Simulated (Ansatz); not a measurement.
System: TiO2.

```yaml
crystal:
  lattice:
    - [5.37257, 0.00000, 0.00000]
    - [0.00000, 5.37256, 0.00000]
    - [-2.63584, 0.00000, 4.84957]
  atoms:
    - { symbol: Ti, position: [0.50000, 0.37342, 0.25000] }
    - { symbol: Ti, position: [0.50000, 0.62658, 0.75000] }
    - { symbol: Ti, position: [0.00000, 0.87342, 0.25000] }
    - { symbol: Ti, position: [0.00000, 0.12658, 0.75000] }
    - { symbol: O, position: [0.20728, 0.87712, 0.66291] }
    - { symbol: O, position: [0.79272, 0.12288, 0.33709] }
    - { symbol: O, position: [0.79272, 0.87712, 0.83709] }
    - { symbol: O, position: [0.20728, 0.12288, 0.16291] }
    - { symbol: O, position: [0.70728, 0.37712, 0.66291] }
    - { symbol: O, position: [0.29272, 0.62288, 0.33709] }
    - { symbol: O, position: [0.29272, 0.37712, 0.83709] }
    - { symbol: O, position: [0.70728, 0.62288, 0.16291] }
```

Space group C2/c; a structure from a database of computed crystals, not necessarily the ambient phase; computed without spin polarisation.

Level of theory: Ansatz 0.2.0, DFT PBE, scalar-relativistic, plane waves, PAW.

What will maps of the valence pseudo-density and electron localisation function show?

Answer. Ti–O (2.00 Å): the density is about 0.64 e/Å³ at the midpoint; the ELF peaks at about 0.85 in the valence shell of O, 0.6 Å from its nucleus, and is about 0.20 at the midpoint; no localised pair shows between them.

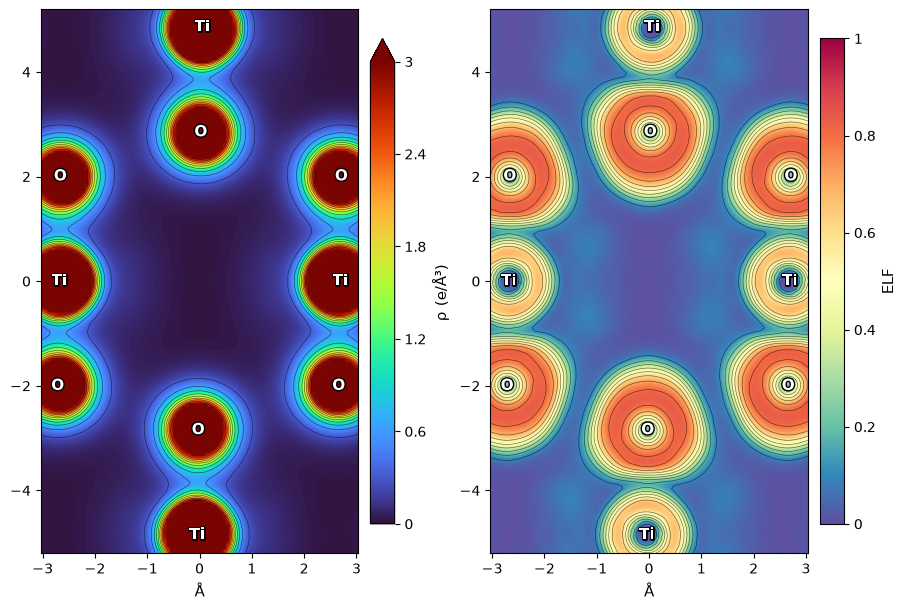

Computed valence pseudo-density and electron localisation function on the (010) plane of the conventional cell, in this order. 

In a PAW calculation such maps are meaningful between the atoms, not at the nuclei.
